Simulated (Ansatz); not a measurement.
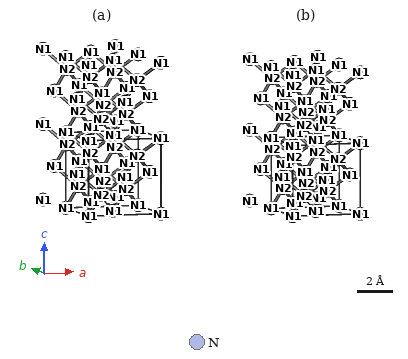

The structure of crystalline N (a generated structure, set up in Fd-3m) before (left) and after (right) a relaxation, at one scale.

The picture is a ball-and-stick view of the conventional cell (4 times the calculation's cell), repeated 1 × 2 × 2 with one cell outlined, seen slightly off an axis. Lengths and directions refer to the drawn axes.

Case: cell and atoms relaxed from a first guess.

Theory: DFT, PBE, PAW with Ansatz's default frozen-core files, scalar-relativistic in Ansatz 0.2.0. Set-up: plane-wave cutoff 420 eV; k-point mesh 13 × 13 × 13; occupations fermi dirac; smearing width 0.08 eV; no spin polarisation; cell and atoms relaxed; force threshold 0.005 eV/Å; at most 80 steps.

Q: Describe what moved and what it gained.

A: The energy falls by 153 meV per atom in 4 accepted moves (6 points after the start). All forces vanish by symmetry, so only the cell relaxes. Pressure: −21.39 GPa at the start and −0.01 GPa at the end. The SCF was repeated twice at an unchanged geometry on a basis and grid sized afresh for the cell, which shifted the energy by 3.7 meV per atom at most. No atom moves by more than 0.005 Å relative to the cell. The volume changes by −17.7 %, with a = b = c 4.465 → 4.184 Å (−6.3 %). Among the contacts that change: N1–N2 1.933 → 1.812 Å. The space group stays Fd-3m (No. 227).
